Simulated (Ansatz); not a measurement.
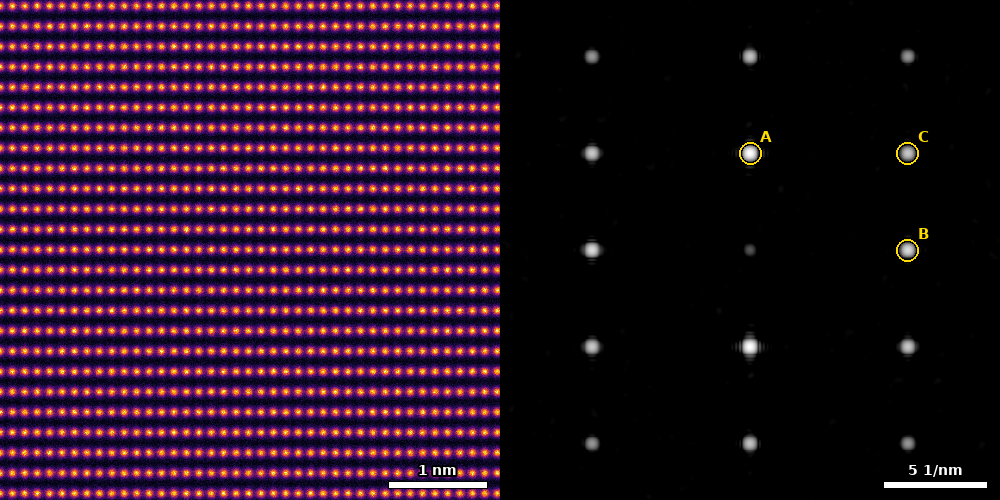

Integrated-DPC-like image of a crystal. Simulated as the projected potential of neutral atoms (B = 0.5 Å²) blurred by a 0.50 Å probe, the thin-sample limit of integrated differential phase contrast. Shot noise was added.

The right panel is the modulus of the image's Fourier transform on a logarithmic scale.

Q: Which lattice spacings do the marked spots stand for, and what angle do A and B enclose?

A: 2.1 Å, B: 1.3 Å, C: 1.1 Å; A and B enclose about 90°.

The crystal is Cu (P6_3/mmc, No. 194) along [210]; the spots are (0 0 -4), (1 -2 0) and (1 -2 -4). Structure used: coordinates from a relaxation with DFT, PBE, plane waves (420 eV) with PAW, scalar-relativistic (Ansatz 0.2.0); the starting structure was generated, so it need not be a known form of this composition.
